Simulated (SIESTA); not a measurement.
**Energy of La₂O₃ along an even scaling of the cell**

System: La₂O₃ (5 atoms in the cell).
Method: Kohn-Sham DFT of a periodic cell, PBEsol, PseudoDojo 0.4 standard, converted to PSML, no spin polarisation (SIESTA 5.4.2).

The 7 runs differ only in the geometry, by an even scaling of the cell at fixed fractional positions. The structure derives from a Materials Project entry.

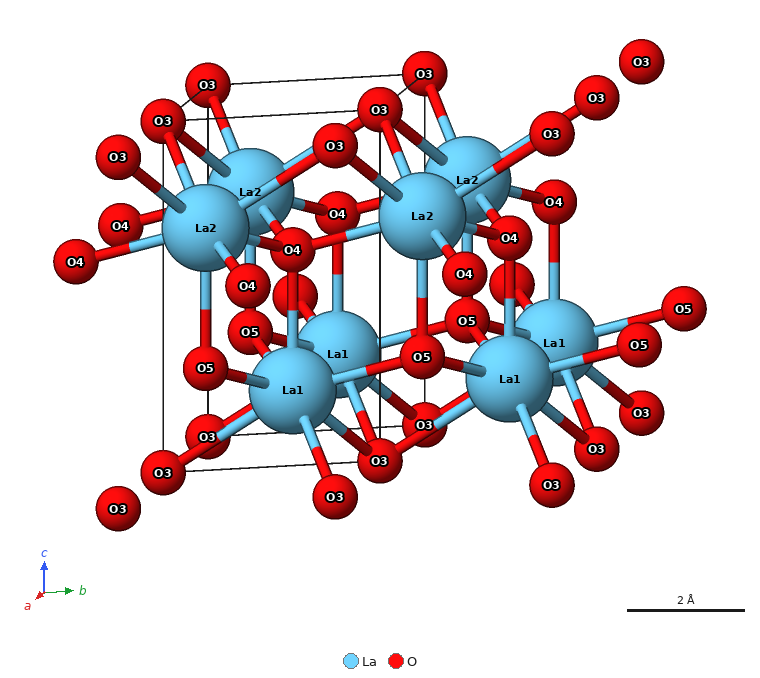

Figure 1. The structure of run 4 (ball-and-stick view of the cell of the calculation, repeated 2 × 2 × 1, seen slightly off an axis; bonded neighbours outside the cell are drawn too; atoms are numbered from 1 in the order of the input). An atom can appear more than once, as a periodic image.

**Input of run 4**
```
SystemName                      La2O3
SystemLabel                     La2O3
NumberOfSpecies                 2
NumberOfAtoms                   5
%block ChemicalSpeciesLabel
  1  57 La
  2   8 O
%endblock ChemicalSpeciesLabel

LatticeConstant                 1.0 Ang
%block LatticeVectors
     3.9307778780     0.0000000000     0.0000000000
    -1.9653889390     3.4041534990     0.0000000000
     0.0000000000     0.0000000000     6.1119535200
%endblock LatticeVectors
AtomicCoordinatesFormat         Fractional
%block AtomicCoordinatesAndAtomicSpecies
     0.3333333333     0.6666666667     0.2462356800  1  La
     0.6666666667     0.3333333333     0.7537643200  1  La
     0.0000000000     0.0000000000     0.0000000000  2  O
     0.3333333333     0.6666666667     0.6458906500  2  O
     0.6666666667     0.3333333333     0.3541093500  2  O
%endblock AtomicCoordinatesAndAtomicSpecies

%block kgrid.MonkhorstPack
    6   0   0  0.0
    0   6   0  0.0
    0   0   4  0.0
%endblock kgrid.MonkhorstPack
XC.Functional                   GGA
XC.Authors                      PBEsol
PAO.BasisSize                   DZP
PAO.EnergyShift                 0.003 Ry
Mesh.Cutoff                     800 Ry
OccupationFunction              FD
ElectronicTemperature           0.05 eV
MaxSCFIterations                120
SCF.MustConverge                false
SCF.Mixer.Method                Pulay
SCF.Mixer.Weight                0.25
SCF.Mixer.History               8
SCF.DM.Tolerance                5.0e-05
SCF.H.Tolerance                 1.0e-03 eV
WriteForces                     true
Charge.Mulliken                 end
%block PAO.Basis
  La 5
  n=5 0 2
    4.181 0.000
  n=6 0 2
    9.500 0.000
  n=5 1 2
    4.927 0.000
  n=6 1 1
    9.500
  n=5 2 2
    8.463 0.000
%endblock PAO.Basis
```

Command:
```bash
siesta La2O3.fdf > La2O3.out 2>&1
```

Lattice vectors (Å) and fractional positions of run 4:
```
   3.930778    0.000000    0.000000
  -1.965389    3.404153    0.000000
   0.000000    0.000000    6.111954
La  0.333333  0.666667  0.246236
La  0.666667  0.333333  0.753764
O   0.000000  0.000000  0.000000
O   0.333333  0.666667  0.645891
O   0.666667  0.333333  0.354109
```

Run 2 differs from it as follows:
```diff
-     3.9307778780     0.0000000000     0.0000000000
-    -1.9653889390     3.4041534990     0.0000000000
-     0.0000000000     0.0000000000     6.1119535200
+     3.8776527457     0.0000000000     0.0000000000
+    -1.9388263728     3.3581457848     0.0000000000
+     0.0000000000     0.0000000000     6.0293494275
```

**Results, with one run withheld**

| run | volume per atom (Å³) | free energy per atom, from the lowest run given (meV) | pressure (GPa) | gap on the mesh (eV) |
| --- | --- | --- | --- | --- |
| 1 | 15.375 | 59.04 | 14.53 | 3.66 |
| 2 | 15.703 | ? | ? | ? |
| 3 | 16.030 | 15.61 | 7.04 | 3.66 |
| 4 | 16.357 | 4.65 | 3.77 | 3.64 |
| 5 | 16.684 | 0.00 | 0.87 | 3.61 |
| 6 | 17.011 | 0.97 | −1.76 | 3.58 |
| 7 | 17.338 | 7.04 | −4.13 | 3.55 |

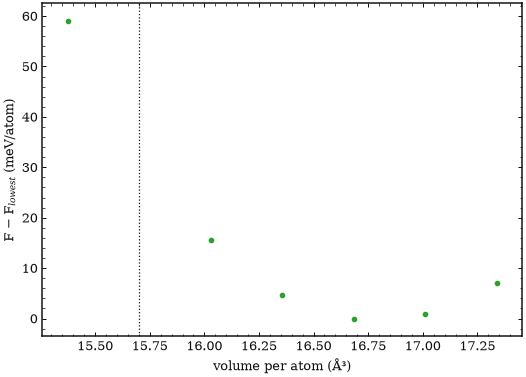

Figure 2. Free energy per atom of the runs given; the dotted line marks run 2.

What should run 2 give?

A cubic polynomial in V^(−2/3) (the Birch–Murnaghan form), fitted to the 6 runs given, misses them by at most 0.02 meV per atom. With x = V^(−2/3) − 0.15464 Å⁻², it reads F = 2.8349 + 2951.6 x + 6.9916e+05 x² + 3.8538e+05 x³ (meV per atom). At run 2 it gives 33.44 meV per atom, and the run itself gives 33.53. The slope of the fit gives a pressure −dF/dV of 10.56 GPa there, and the run prints 10.57 GPa. The fit has its minimum at 16.788 Å³ per atom, where V d²F/dV² gives 138 GPa. Cell shape and fractional positions are held, so this is the stiffness under even scaling; the relaxed bulk modulus wasn't computed. The gap on the mesh lies between 3.55 eV (run 7) and 3.67 eV (run 2); run 2 has 3.67 eV. These are gaps of this functional on this mesh, which can miss the band edges; they aren't the measured gap.

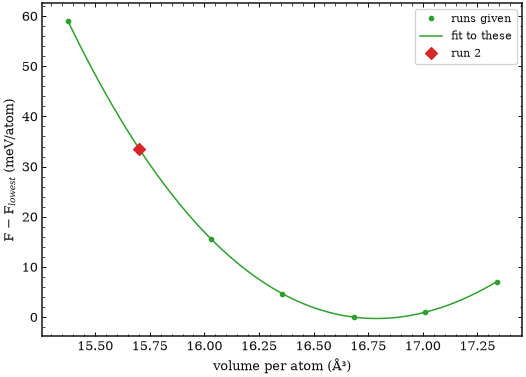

Figure 3. The fit and the withheld run.

**Some lines of the output (run 2)**
```
[...]
outcell: Cell volume (Ang**3)        :     78.5125
stepf: Fermi-Dirac step function
siesta: Etot    =     -3254.433106
siesta: FreeEng =     -3254.433106
        iscf     Eharris(eV)        E_KS(eV)     FreeEng(eV)     dDmax    Ef(eV) dHmax(eV)
siesta: E_KS(eV) =            -3264.6261
siesta: E_KS - E_eggbox =     -3264.6261
siesta: Etot    =     -3264.626095
siesta: FreeEng =     -3264.626095
siesta:         Fermi =      -7.349309
siesta: Cell volume =         78.512519 Ang**3
    Orbital volume contribution        =           5.659913 eV
```

Notes: Points of doubt noted for this run: mulliken charges of long orbitals. With a small basis of atomic orbitals these values can differ much from converged plane-wave results.
